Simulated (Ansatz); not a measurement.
Start from this file.

```
Zr N
1.0
     5.26265    0.00000    0.00000
     0.00000    5.26265    0.00000
     0.00000    0.00000    3.31320
Zr N
4 2
Direct
  0.29546 0.29546 0.00000
  0.70454 0.70454 0.00000
  0.79546 0.20454 0.50000
  0.20454 0.79546 0.50000
  0.00000 0.00000 0.00000
  0.50000 0.50000 0.50000
```

Q: Before looking at a picture, describe the arrangement of atoms.

A: Chemical formula Zr$_{2}$N. The symmetry is that of P4_2/mnm (No. 136), on a primitive tetragonal lattice. It has 6 atoms to the cell (4 Zr, 2 N). Each Zr has nine Zr and three N (3.04 to 3.15 Å to Zr, 2.20 to 2.25 Å to N). N is linked to six Zr in an octahedral arrangement at 2.20 to 2.25 Å. Not all metal-metal contacts are counted. The bonds build a three-dimensional framework.

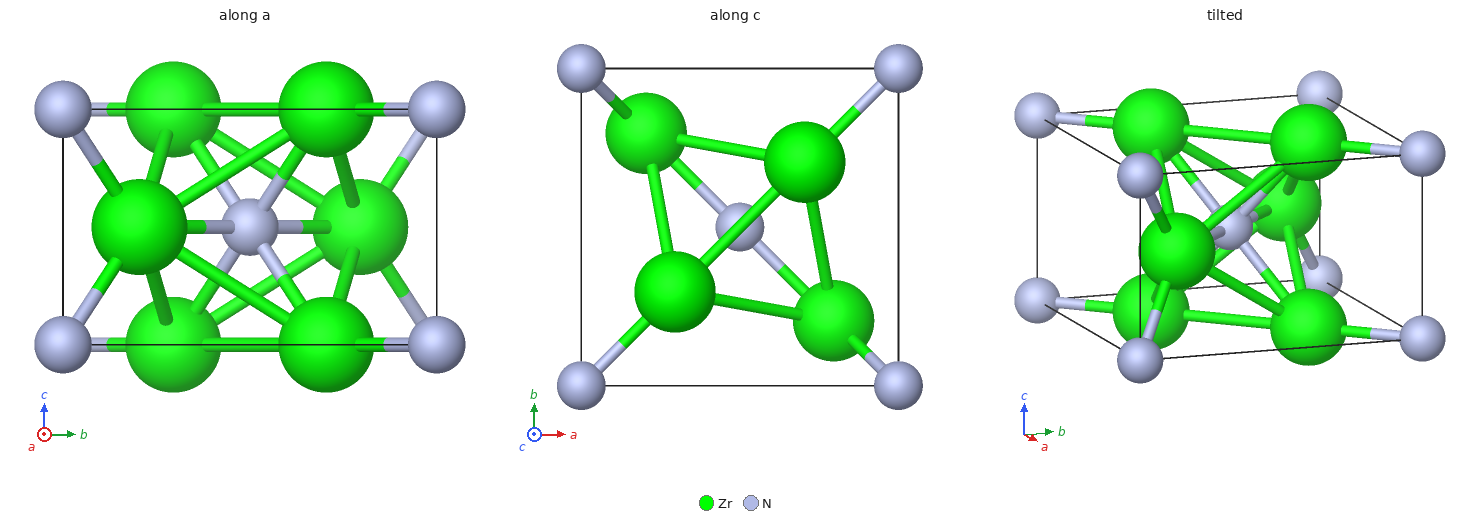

An orthographic ball-and-stick view of the structure, along the a axis, along the c axis and slightly off an axis. The conventional unit cell is outlined; an atom on or near a face, edge or corner is repeated at each equivalent position. Colours: zirconium green, nitrogen light blue.

It goes back to a structure listed in the Materials Project. It was relaxed with DFT PBEsol, scalar-relativistic, plane waves, PAW (Ansatz 0.2.0) under a constraint or pressure on the cell, so some stress remains.

At this level of theory the cell isn't at rest (compressed, at 5 GPa), so its distances can differ from those at equilibrium, the more so the softer the solid.
